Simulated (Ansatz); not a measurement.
**Band-structure calculation of TiO2**

TiO2 (Fm-3m, 3 atoms in the cell), computed with DFT, PBE, all-electron LAPW, scalar-relativistic, no spin polarisation (Ansatz 0.2.0).

Figures and captions count atoms from 1; the log counts them from 0 in places.

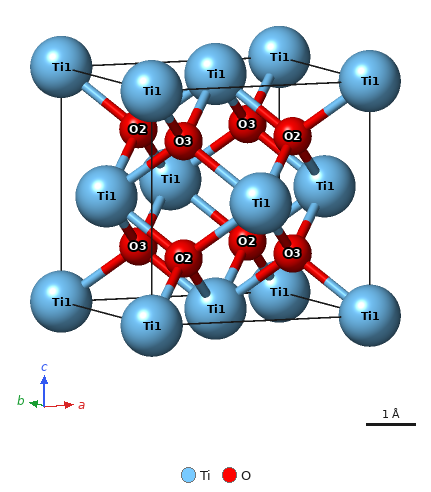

**Figure 1.** The structure (ball-and-stick view of the cell 4 times as large as that of the calculation, set on its symmetry axes, seen slightly off an axis; atoms are numbered from 1 in the order of the input). Near neighbours in the crystal (not all of them lie inside the picture): Ti has 8 O at 2.09 Å; O has 4 Ti at 2.09 Å.

## Summary

| quantity | value |
| --- | --- |
| outcome | converged |
| space group (tolerance 0.01 Å) | Fm-3m (225) |
| electrons in bands (core shells apart) | 36 |
| free energy | −27333.3871 eV |
| Fermi energy | 12.707 eV |
| pressure | 0.09 GPa |
| electronic character | gap of 1.12 eV |
| largest force (length of the vector) | under 0.001 eV/Å |
| hardware | 1 thread of Arm Neoverse V2, 24 GiB of memory available, shared host |
| wall time | 21 s |
| peak memory | 0.37 GiB |

## The input
```yaml
crystal:
  lattice:
    - [0.0, 2.4149992214, 2.4149992214]
    - [2.4149992214, 0.0, 2.4149992214]
    - [2.4149992214, 2.4149992214, 0.0]
  atoms:
    - { symbol: Ti, position: [0.0, 0.0, 0.0] }
    - { symbol: O, position: [0.25, 0.25, 0.25] }
    - { symbol: O, position: [0.75, 0.75, 0.75] }
kpoints:
  mp_grid: { grid: [11, 11, 11] }
  band_path:
    path:
      - [0.0, 0.0, 0.0]
      - [0.5, 0.0, 0.5]
      - [0.625, 0.25, 0.625]
      - [0.375, 0.375, 0.75]
      - [0.0, 0.0, 0.0]
      - [0.5, 0.5, 0.5]
      - [0.5, 0.25, 0.75]
      - [0.5, 0.0, 0.5]
    npoints: 14
scf:
  occupations: { method: fermi_dirac, width: 0.05 }
hamiltonian:
  xc: pbe
  pseudopotentials: { kind: all_electron, lapw: { basis_error: 0.001 } }
output:
  forces: true
  stress: true
  eigenvalues: true
  populations: true
  dos: { projected: true, de: 0.2, e_range: [-14, 8] }
```

Command:
```bash
ansatz run input.yaml --threads 1 --pin off --max-ram 3072MiB --backend cpu --events-out ev --progress --plain --runs-dir out
```

## The program's output
```
Ti: projections on atomic orbitals take those of the free atom 1s2 2s2 2p6 3s2 3p6 3d2 4s2, of charge +0.00 (hamiltonian.pseudopotentials.projection_atoms)
O: projections on atomic orbitals take those of the free atom 1s2 2s2 2p4, of charge +0.00 (hamiltonian.pseudopotentials.projection_atoms)
LAPW: plane waves up to 9.755 Å⁻¹, error target 1.0e-3 eV per atom; small_component_spin mean_spin; O in spheres of 0.963 Å, 8 of its electrons in bands, Dirac shells []; Ti in spheres of 1.128 Å, 20 of its electrons in bands, Dirac shells [] (how accurate: hamiltonian.pseudopotentials.lapw.basis_error, Limitations)
Engine: ansatz 0.2.0, aarch64-unknown-linux-gnu
Pseudopotentials: kind: all_electron
Pseudopotential: Ti, LAPW, valence charge 20, lapw/all_electron/scalar/gaussian/Ti, Koelling and Harmon's equation, gaussian nucleus
Pseudopotential: O, LAPW, valence charge 8, lapw/all_electron/scalar/gaussian/O, Koelling and Harmon's equation, gaussian nucleus
Functional definition: PBE
  parameter kappa = 0.804
  parameter beta = 0.06672455060314922
  exchange = pbe_x(kappa = kappa, mu = beta*pi^2/3)
  correlation = pbe_c(beta = beta)
Crystal: 3 atoms, lattice volume = 28.170 Å³
Basis set: ecut = 362.5492447478375 eV, 459 PW (Γ), exchange–correlation at level 2
Bands: 22, of which v1, the nominal top of the filled ones, is band 18 counted from 1 (17 counted from 0)
Symmetry: 48 space group operations
Space group: Fm-3m (ITA 225), of the structure as read, at distance tolerance 3.0e-5 Å
k-points: 56 of 1331
Non-local potential: Ti, projectors of the file, none
Non-local potential: O, projectors of the file, none
Initial density: superposition of atomic densities (chi_scale 0.1, normalization cell, long waves kept (reshape's long-wave potential 0.00 eV rms))
Initial wavefunctions: plane waves of lowest kinetic energy (no species holds an atomic orbital)
Functional: x = pbe(κ = 0.804, μ = 0.2195149727645171), c = pbe(β = 0.06672455060314922)
iter 1 solved again at ethr=2.64e-2 eV; its pass at ethr=1.00e-1 eV (dr2=9.50e0 eV) is discarded
SCF iter   1: F=—  HF=-27338.672928 eV  |F-HF|=—  |Δ(HF+E_count)|=         —  Δρ=1.74e-1  dr2=9.50e0  ethr=2.64e-2  ⟨swp⟩=2.0  Hψ=7493  notcnv=0
preconditioner: auto → none  [insulator: Δε(μ)=6.078 eV  Ē_g=19.688 eV  σ=0.050 eV  W_gap=1.00  n_scr=14 (ndim 8)  ℏωp=32.8 eV  f_vac=0.000  D(μ)=0.00/eV (n_scr^D=0)  ε∞_Penn≈3.8]
SCF iter   2: F=—  HF=-27344.572788 eV  |F-HF|=—  |Δ(HF+E_count)|=    5.90e0  Δρ=4.29e-1  dr2=6.43e1  ethr=2.64e-2  ⟨swp⟩=3.0  Hψ=4068  notcnv=0  recentre
SCF iter   3: F=—  HF=-27335.240582 eV  |F-HF|=—  |Δ(HF+E_count)|=    9.33e0  Δρ=1.11e-1  dr2=4.02e0  ethr=2.64e-2  ⟨swp⟩=3.0  Hψ=3904  notcnv=0
SCF iter   4: F=—  HF=-27333.729754 eV  |F-HF|=—  |Δ(HF+E_count)|=    1.51e0  Δρ=5.17e-2  dr2=8.75e-1  ethr=1.12e-2  ⟨swp⟩=2.0  Hψ=3801  notcnv=0
SCF iter   5: F=—  HF=-27333.551206 eV  |F-HF|=—  |Δ(HF+E_count)|=         —  Δρ=3.36e-2  dr2=4.05e-1  ethr=2.43e-3  ⟨swp⟩=3.0  Hψ=4228  notcnv=0
the basis was enlarged: its passes take 377.6 KiB over the memory plan, 1 of 1 planned eigensolver slots
SCF iter   6: F=—  HF=-27333.504204 eV  |F-HF|=—  |Δ(HF+E_count)|=   4.70e-2  Δρ=2.92e-2  dr2=3.03e-1  ethr=1.13e-3  ⟨swp⟩=2.0  Hψ=3714  notcnv=0
SCF iter   7: F=—  HF=-27333.427183 eV  |F-HF|=—  |Δ(HF+E_count)|=   7.70e-2  Δρ=1.69e-2  dr2=1.01e-1  ethr=8.41e-4  ⟨swp⟩=2.0  Hψ=3831  notcnv=0
SCF iter   8: F=—  HF=-27333.397645 eV  |F-HF|=—  |Δ(HF+E_count)|=   2.95e-2  Δρ=8.61e-3  dr2=2.62e-2  ethr=2.81e-4  ⟨swp⟩=2.0  Hψ=3933  notcnv=0
iter 9 solved again at ethr=6.16e-6 eV; its pass at ethr=7.28e-5 eV (dr2=2.22e-3 eV) is discarded
SCF iter   9: F=—  HF=-27333.387994 eV  |F-HF|=—  |Δ(HF+E_count)|=   9.65e-3  Δρ=2.50e-3  dr2=2.22e-3  ethr=6.16e-6  ⟨swp⟩=2.0  Hψ=6411  notcnv=0
SCF iter  10: F=—  HF=-27333.387070 eV  |F-HF|=—  |Δ(HF+E_count)|=   9.23e-4  Δρ=1.58e-4  dr2=8.85e-6  ethr=6.15e-6  ⟨swp⟩=2.0  Hψ=3816  notcnv=0
SCF iter  11: F=-27333.387066 eV  HF=-27333.387066 eV  |F-HF|=5.97e-8  |Δ(HF+E_count)|=   4.07e-6  Δρ=8.40e-6  dr2=2.29e-8  ethr=2.46e-8  ⟨swp⟩=2.0  Hψ=3808  notcnv=0
SCF 1 converged in 11 iterations: F = -27333.387066 eV  dr2 = 2.29e-8
```

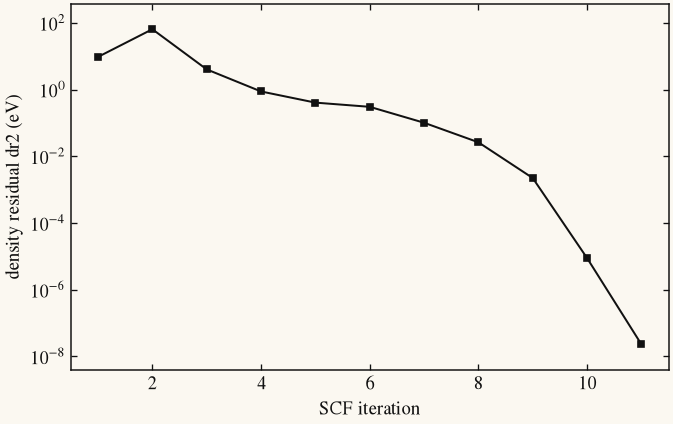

**Figure 2.** Convergence of the self-consistent field: density residual dr2 against the SCF iteration. The residual comes down, with one marked jump up, by a factor of about 7, at step 2.

```
NSCF: frozen V_eff on 99 k-points
SCF converged after 11 iterations
Free energy (F): -27333.387066 eV
Harris-Foulkes:  -27333.387066 eV  (|F-HF|=5.97e-8)
Internal energy: -27333.387066 eV  (E = F + TS)
E sigma→0 (E₀):  -27333.387066 eV
Entropy (-TS):   -0.000000 eV (-0.000 meV/atom)
Fermi energy:    12.706736 eV
--- Per-component energies (eV) ---
  E_band       = -5719.046539
  E_kinetic    = 27550.888540
  E_xc         = -1613.444899
  E_electrostatic = -53270.830708  (all electrons and nuclei)
  E_smearing   = -0.000000  (= −TS)
  E_closure    = 0.000000  (closes the sum)
  E_atoms      = -27308.428057  (free atoms, spherical and without spin; not in F)
  Σ components = -27333.387066   (vs F -27333.387066, Δ=0.00e0)
  Basis errors (estimates in eV, not in F): energy 3.7e-4 per atom: plane waves 3.2e-4 (1.8e-4 summed), levels above the bands 4.2e-32, relativity 7.2e-8, radial functions 4.2e-5, core shells 9.8e-14; eigenvalues (radial functions only) 2.7e-6; not estimated: angular momenta, meshes, grids; target (lapw.basis_error) 1.0e-3; muffin-tin radii O 0.963 Å, Ti 1.128 Å
--- Forces (eV/Å), atoms counted from 1 ---
  atom   1  Ti     0.00000000    -0.00000000     0.00000000
  atom   2  O     -0.00000000     0.00000000     0.00000000
  atom   3  O      0.00000000    -0.00000000     0.00000000
  max |Σ_I F_I| component: 1.04e-17 eV/Å
--- Stress (GPa, compression-positive) ---
        0.085932       0.000000       0.000000
        0.000000       0.085932      -0.000000
        0.000000      -0.000000       0.085932
  P = ⅓ Tr σ = 0.0859 GPa (0.859 kbar)
--- Band table (eV; the first three rows and the last of 56) ---
  k-point 0: bands = ["-520.5240", "-492.8397", "-492.8397", "-427.7621", "-427.7621", "-427.7621", "-45.6168", "-21.7086", "-21.7086", "-21.7086", "-7.4175", "-3.7179", "6.2753", "6.2753", "6.2753", "11.2914", "11.2914", "11.2914", "13.2664", "13.2664", "17.3768", "17.3768"]
  k-point 1: bands = ["-520.5240", "-492.8397", "-492.8397", "-427.7621", "-427.7621", "-427.7621", "-45.6152", "-21.7276", "-21.7108", "-21.7108", "-7.3213", "-3.8311", "6.3509", "6.3509", "6.4908", "11.0589", "11.0589", "11.0594", "13.4466", "13.4466", "17.1418", "17.2998"]
  k-point 2: bands = ["-520.5240", "-492.8397", "-492.8397", "-427.7621", "-427.7621", "-427.7621", "-45.6108", "-21.7780", "-21.7168", "-21.7168", "-7.0532", "-4.1238", "6.5610", "6.5610", "7.0576", "10.4957", "10.5891", "10.5891", "13.7378", "13.7378", "16.5069", "17.1286"]
  k-point 55: bands = ["-520.5240", "-492.8397", "-492.8397", "-427.7621", "-427.7621", "-427.7621", "-45.5894", "-21.8746", "-21.8554", "-21.7755", "-5.3790", "-5.3742", "6.0066", "6.5200", "8.6677", "8.9943", "10.2499", "11.8089", "13.9742", "14.2556", "15.2882", "15.4371"]
--- Löwdin populations: 3 sites ---
  site symbol       q [e]
     0     Ti     20.5713
     1      O      8.6756
     2      O      8.6756
  spilling = 0.002040 (of n_electrons = 38.000000)
```

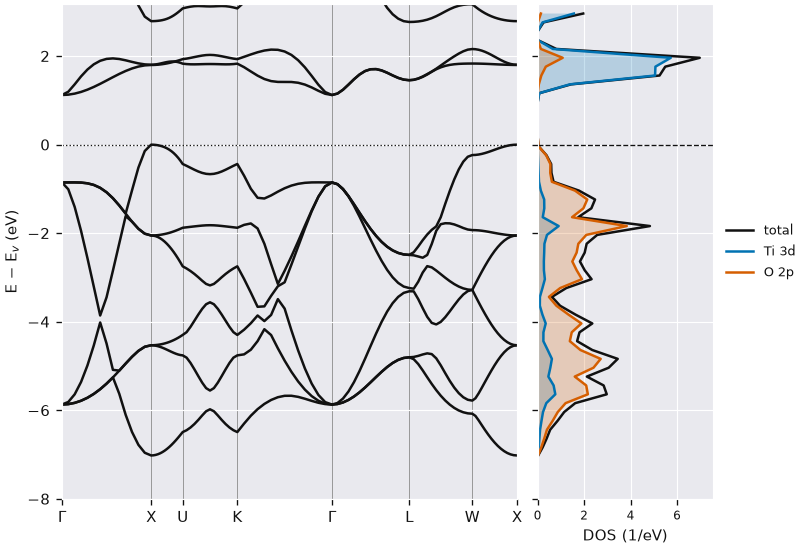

**Figure 3.** Band structure along Γ–X–U–K–Γ–L–W–X and density of states (projected on atomic shells), with energies from the valence-band top. There is a gap of 1.12 eV on this path, indirect, from X to Γ.
